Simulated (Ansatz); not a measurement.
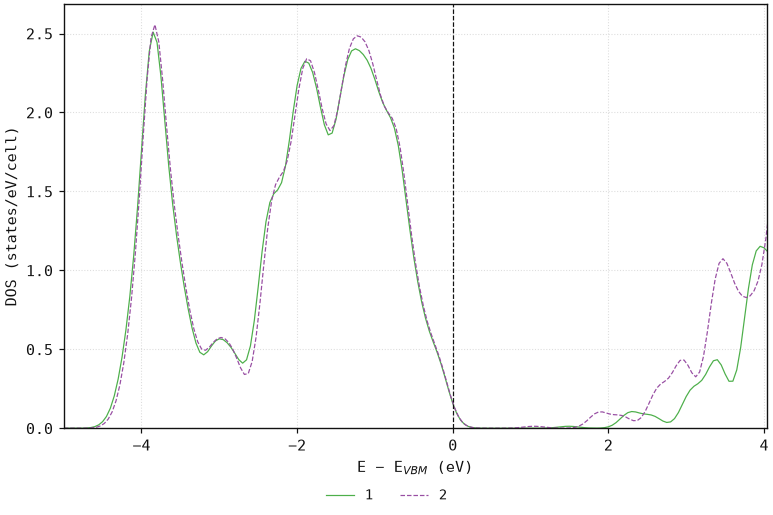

Total densities of states of CdS, space group Imm2 (No. 44), 2 atoms in the cell, zincblende type, shear (xy) strain −2.5%, by two methods on the same cell. The curves are built from the levels of the k mesh with Gaussians 0.3 eV wide, which also blur the band edges. Each is counted from its own valence-band top.

Which curve is which? The methods: r2SCAN, PBE.

1 is r2SCAN; 2 is PBE. r2SCAN gives a gap of 1.49 eV and PBE gives a gap of 1.04 eV.

Settings. r2SCAN: DFT, r2SCAN, plane waves, PAW, no spin polarisation, 8×8×8 k mesh, 500 eV cutoff (Ansatz 0.2.0). PBE: DFT, PBE, plane waves, PAW, no spin polarisation, 8×8×8 k mesh, 420 eV cutoff, Fermi-Dirac smearing of 0.02 eV (Ansatz 0.2.0).
